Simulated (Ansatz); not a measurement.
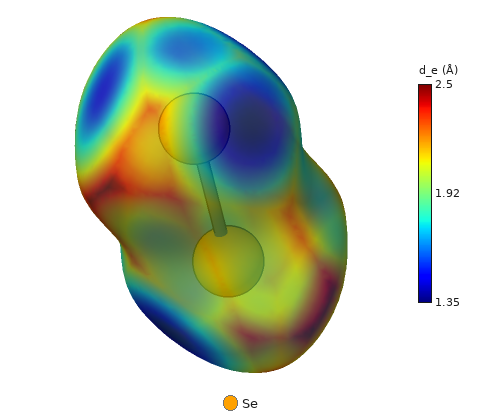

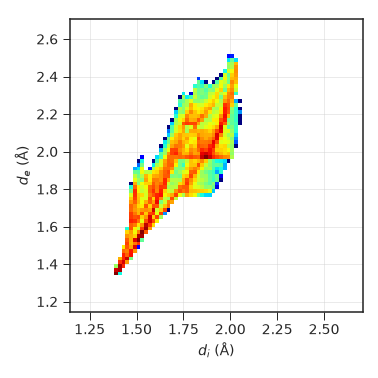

Hirshfeld surface computed for one Se2 unit (covalently bonded non-metal atoms) in ZrSe$_{3}$ (Cmme, No. 67), coloured by d_e. The second picture is its fingerprint plot, coloured by area on a logarithmic scale (blue little, red much).

The surface is where the fragment's share of the procrystal density (the sum of the densities of spherically averaged neutral Hartree-Fock atoms) equals one half. d_i and d_e are the distances from the surface to the nearest nucleus inside and outside. From Rb on the atoms have core potentials, so only their outer electrons count.

The cell is taken from coordinates from a relaxation with DFT, r2SCAN+rVV10, plane waves, PAW (Ansatz 0.2.0).

```yaml
crystal:
  lattice:
    - [6.66427, 0.00000, 0.00000]
    - [0.00000, 9.17754, 0.00000]
    - [0.00000, 0.00000, 5.90434]
  atoms:
    - { symbol: Zr, position: [0.25000, 0.50000, 0.00000] }
    - { symbol: Zr, position: [0.25000, 0.00000, 0.00000] }
    - { symbol: Se, position: [0.50000, 0.75000, 0.88329] }
    - { symbol: Se, position: [0.00000, 0.75000, 0.11671] }
    - { symbol: Se, position: [0.50000, 0.91409, 0.34122] }
    - { symbol: Se, position: [0.00000, 0.91409, 0.65878] }
    - { symbol: Se, position: [0.00000, 0.58591, 0.65878] }
    - { symbol: Se, position: [0.50000, 0.58591, 0.34122] }
    - { symbol: Zr, position: [0.75000, 0.00000, 0.00000] }
    - { symbol: Zr, position: [0.75000, 0.50000, 0.00000] }
    - { symbol: Se, position: [0.00000, 0.25000, 0.88329] }
    - { symbol: Se, position: [0.50000, 0.25000, 0.11671] }
    - { symbol: Se, position: [0.00000, 0.41409, 0.34122] }
    - { symbol: Se, position: [0.50000, 0.41409, 0.65878] }
    - { symbol: Se, position: [0.50000, 0.08591, 0.65878] }
    - { symbol: Se, position: [0.00000, 0.08591, 0.34122] }
```

### What is the shortest distance from the fragment to an atom outside it?

Se–Zr, 2.73 Å.

### How is the surface shared among contacts (nearest atom inside ··· nearest atom outside)?

Se···Se 69 %, Se···Zr 31 %. The surface faces 14 neighbours with more than 2 % of its area each: 10 Se + 4 Zr.

### Give the size and shape of the surface.

It encloses about 39.8 Å³, has an area of about 61 Å² and a globularity of 0.93 (1 for a sphere).

### Where does the fingerprint reach closest to the origin?

The smallest d_i + d_e is about 2.7 Å, which belongs to the shortest contact, Se···Zr at 2.73 Å; d_e runs from 1.35 to 2.50 Å.
